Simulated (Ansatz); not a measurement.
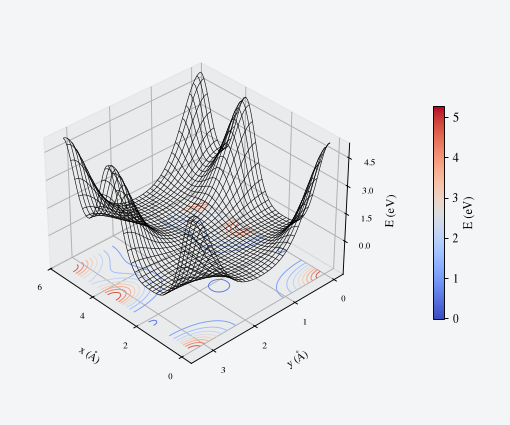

Energy landscape of ZnO (P4_2/mnm phase) with one H guest (9 atoms in the cell). A guest moved over a lattice plane through the rigid host; the plane is (1 0 0) of the conventional cell, half-way across the widest gap between atomic layers, origin above Zn2. Places are given modulo a cell vector. The map is drawn in real space over the plane of the scan. Nothing is relaxed (host rigid, guest held in the plane). The scan uses an 8 × 8 grid; 40 points were computed and 24 follow by symmetry. All energies are given in eV per cell relative to the lowest grid point. All numbers below come from DFT PBE, scalar-relativistic, plane waves, PAW (Ansatz 0.2.0). Settings: cutoff 420 eV, k-mesh 4×4×8, gaussian smearing 0.05 eV, no spin polarisation.

In the figure: a relief with its contours projected below, any walls above the top of the colour scale cut off. Between grid points the surface is interpolated. 

Q: Summarise what can be read from the map.

A: The lowest grid point is at (3/8, 4/8) of the cell vectors [nearest 1 Zn at 1.92 Å and 1 O at 1.92 Å]. There is a further well near (3/8, 0/8) of the cell vectors [nearest 1 Zn at 1.79 Å and 1 O at 1.79 Å] (0.035 eV above the lowest at that grid point). Relaxing all atoms from the lowest point lowers the energy by a further 0.34 eV. The highest grid point, (0/8, 0/8) of the cell vectors [nearest 1 Zn at 1.02 Å and 1 O at 1.02 Å], lies 5.27 eV above the lowest. On the interpolated surface the easiest way out of the lowest well to the well at about (0.32, 0.00) of the cell vectors passes a barrier of about 0.071 eV, counted from the interpolated bottom of the well.

Grid values (eV):

```
place of H9 along a2 ↓, place of H9 along a1 →   0/8   1/8   2/8   3/8   4/8   5/8   6/8   7/8
                                           7/8  3.54  1.21  0.08  0.06  0.99  3.47  1.91  1.75
                                           6/8  1.26  0.55  0.09  0.08  0.47  1.25  0.85  0.81
                                           5/8  0.31  0.21  0.04  0.04  0.19  0.31  0.29  0.29
                                           4/8  0.12  0.11  0.00  0.00  0.10  0.12  0.16  0.16
                                           3/8  0.31  0.21  0.04  0.04  0.19  0.31  0.29  0.29
                                           2/8  1.26  0.55  0.09  0.08  0.47  1.25  0.85  0.81
                                           1/8  3.54  1.21  0.08  0.06  0.99  3.47  1.91  1.75
                                           0/8  5.27  1.65  0.06  0.03  1.33  5.17  2.58  2.33
```

The input of one point:

```yaml
crystal:
  lattice:
    - [5.6098780345, 0.0, 0.0]
    - [0.0, 5.6098780345, 0.0]
    - [0.0, 0.0, 3.2790255992]
  atoms:
    - { symbol: Zn, position: [0.1816262562, 0.1816262562, 0.5] }
    - { symbol: Zn, position: [0.8183737438, 0.8183737438, 0.5] }
    - { symbol: Zn, position: [0.6816262562, 0.3183737438, 0.0] }
    - { symbol: Zn, position: [0.3183737438, 0.6816262562, 0.0] }
    - { symbol: O, position: [0.8184651117, 0.1815348883, 0.5] }
    - { symbol: O, position: [0.1815348883, 0.8184651117, 0.5] }
    - { symbol: O, position: [0.6815348883, 0.6815348883, 0.0] }
    - { symbol: O, position: [0.3184651117, 0.3184651117, 0.0] }
    - { symbol: H, position: [0.9999176225, 0.4433737438, 0.0] }
basis:
  ecutwfc: 420
kpoints:
  mp_grid: { grid: [4, 4, 8] }
hamiltonian:
  xc: pbe
  pseudopotentials: { kind: paw, azcp: { folder: soft_1 } }
scf:
  occupations: { method: gaussian, width: 0.05 }
output:
  forces: true
  stress: true
  eigenvalues: true
  write_density: true
  write_potential: true
  elf: true
  volumetric_format: npy
```

Time for the 40 points that were run: 17 min on 4 threads of Arm Neoverse N1, with other jobs on the host.
